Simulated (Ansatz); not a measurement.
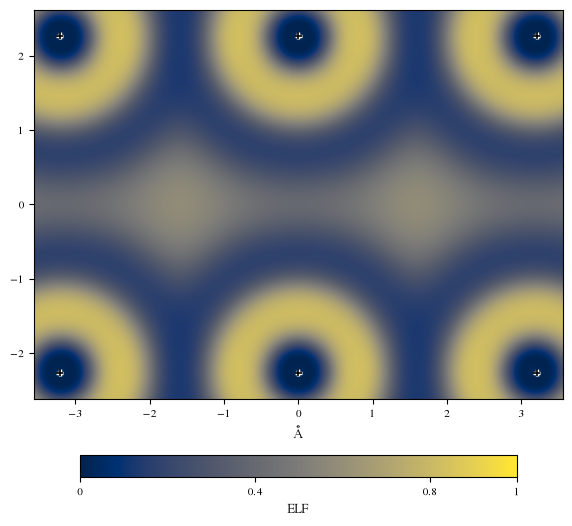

The ELF on a plane through atoms (crosses mark nuclei in the plane).

Method: Ansatz 0.2.0, DFT, LDA (PW92), plane waves (420 eV) with PAW, scalar-relativistic.

Candidates:
A. Pb, a = 3.10 Å, b = 3.10 Å, c = 3.10 Å, α = 90.00°, β = 90.00°, γ = 90.00°. Space group Pm-3m; set up as Pb, simple cubic; a generated structure, not necessarily the stable one; changed on purpose from its base cell (volume × 0.96); computed pressure about 2 GPa in this cell.
B. La, a = 3.21 Å, b = 3.21 Å, c = 3.21 Å, α = 90.00°, β = 90.00°, γ = 90.00°. Space group Pm-3m; set up as La, simple cubic; a generated structure, not necessarily the stable one; changed on purpose from its base cell (volume × 1.04); computed without spin polarisation.
C. Ni, a = 2.72 Å, b = 2.72 Å, c = 2.72 Å, α = 90.00°, β = 90.00°, γ = 90.00°. Space group Im-3m; set up as Ni, bcc; a generated structure, not necessarily the stable one; computed without spin polarisation.

### Which candidate gave the map?

Candidate B: La on the (011) plane of the conventional cell, which holds La. La–La (3.21 Å): the ELF is about 0.15 at the midpoint: no shared electron pair shows on this line.
